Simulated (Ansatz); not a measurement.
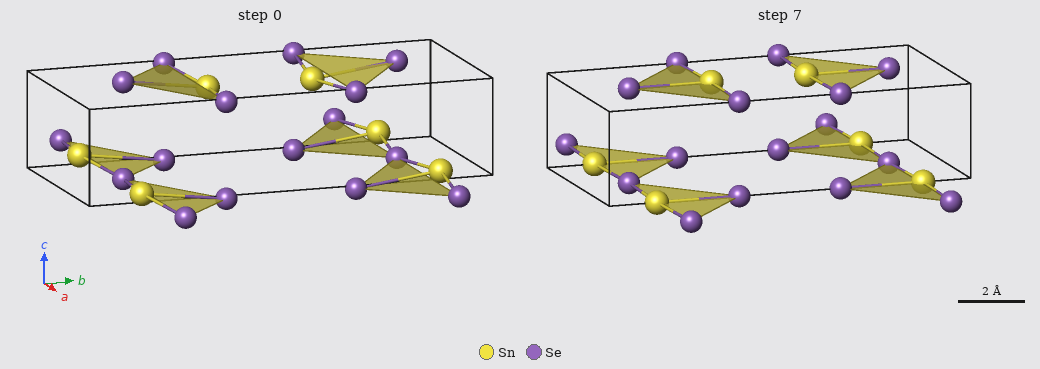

The structure of crystalline SnSe (set up in Pmmn) before (left) and after (right) a relaxation, at one scale.

Style: polyhedral. Shown: the cell of the calculation, slightly off an axis.

Level of theory: DFT LDA, scalar-relativistic, plane waves, PAW in Ansatz. Set-up: plane-wave cutoff 420 eV; k-point mesh 6 × 4 × 12; occupations gaussian; smearing width 0.1 eV; no spin polarisation; cell and atoms relaxed; force threshold 0.005 eV/Å; at most 80 steps.

**Summarise the run.**

The largest moves relative to the cell, 0.26 Å, are those of Sn and Se atoms. By element the largest moves are Se 0.26 Å, Sn 0.26 Å. The volume changes by −12.8 %, with a 5.744 → 5.732 Å (−0.2 %), b 13.133 → 11.761 Å (−10.4 %), c 3.046 → 2.974 Å (−2.4 %). Near-neighbour distances that change, for instance: Se–Se 4.224 → 3.301 Å, Se–Sn 2.774 → 2.684 Å, Se–Sn 2.906 → 2.868 Å. Bond angles that change, for instance: Se–Sn–Se 162.5° → 175.8°, Sn–Se–Sn 162.5° → 175.8°, Sn–Se–Sn 98.4° → 92.1°. The space group (tolerance 0.01 Å) goes from Pmmn (No. 59) to Cmmm (No. 65). Over 5 accepted moves (7 points after the start) the energy falls by 69.1 meV per atom. Largest force component: 0.24 eV/Å at the start, 0.0021 eV/Å at the end. The pressure goes from −3.80 to −0.02 GPa. The line search rejected the trial step at point 3 of the run. At 1 point the geometry stayed and the basis and grid were re-selected for the new cell (energy shift of 0.5 meV per atom at most each time). Cost: 5.1 min on 2 threads of Oxide Virtual Turin-like Processor (Zen 5) (shared host), peak memory 1.2 GiB.

Limits of the set-up: layers or molecules are held without a dispersion correction, so their spacing is unreliable.
